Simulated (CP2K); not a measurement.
System: Cu₂O, space group Pn-3m (No. 224).

The given structure:
```
Cu O
1.0
     4.26000    0.00000    0.00000
     0.00000    4.26000    0.00000
     0.00000    0.00000    4.26000
Cu O
4 2
Cartesian
  3.1950 1.0650 3.1950
  3.1950 3.1950 1.0650
  1.0650 3.1950 3.1950
  1.0650 1.0650 1.0650
  2.1300 2.1300 2.1300
  0.0000 0.0000 0.0000
```

Calculation (CP2K 2026.2): DFT in Gaussian orbitals with a plane-wave density, no spin polarisation; energies at scaled volumes of the given cell, shape and fractions fixed, counted from the fit's minimum, third-order Birch-Murnaghan fit. Level: PBE with D3.

```
         setting                                                                                                                  value
          k mesh                                                                                                                  6×6×6
     occupations                                                                                                            Fermi–Dirac
  smearing width                                                                                                                 0.1 eV
      potentials                                                                                            GTH PBE with UZH TZVP basis
  density cutoff                                                                                                                8163 eV
program settings  ngrids 4, rel cutoff ry 60, cutoff ry 600, basis sets Cu TZVP-MOLOPT-PBE-GTH-q11, basis sets O TZVP-MOLOPT-PBE-GTH-q6
```

What does the calculation give for the energy and pressure against volume? The volume takes the values 12.11, 12.37, 12.63, 12.88, 13.14, 13.40, 13.66 Å³/atom.

A third-order Birch–Murnaghan fit gives V0 = 13.12 Å³/atom, B0 = 115 GPa and B′ = 4.9. The energy is 32.61 meV/atom at volume 12.11 Å³/atom and 7.30 meV/atom at 13.66 Å³/atom; the lowest computed point is at volume 13.14 Å³/atom (0.01 meV/atom), in a single well. The pressure falls from 11.21 GPa at volume 12.11 Å³/atom to −4.18 GPa at 13.66 Å³/atom, and changes sign near 13.12 Å³/atom.

```
volume (Å³/atom)  energy (meV/atom)  pressure (GPa)
           12.11              32.61           11.21
           12.37              17.34            7.84
           12.63               7.18            4.84
           12.88               1.57            2.18
           13.14               0.01           -0.19
           13.40               2.06           -2.30
           13.66               7.30           -4.18
```

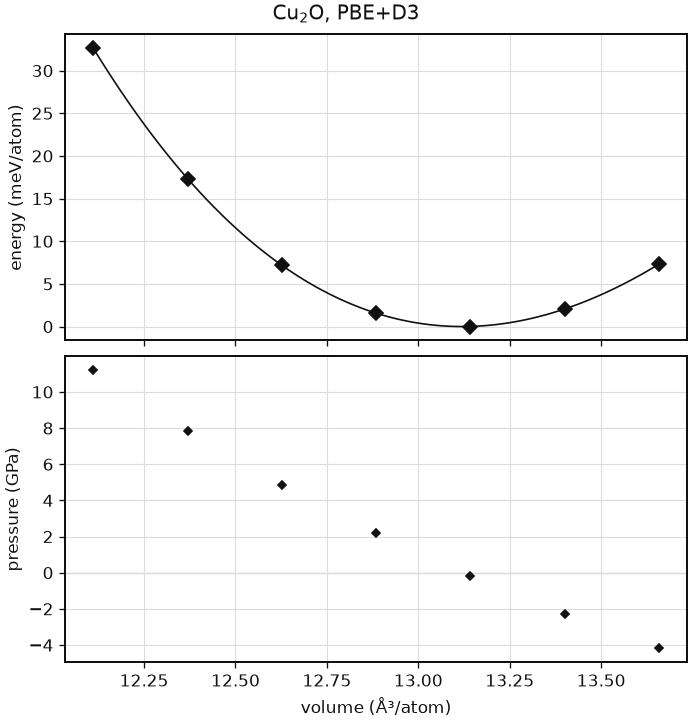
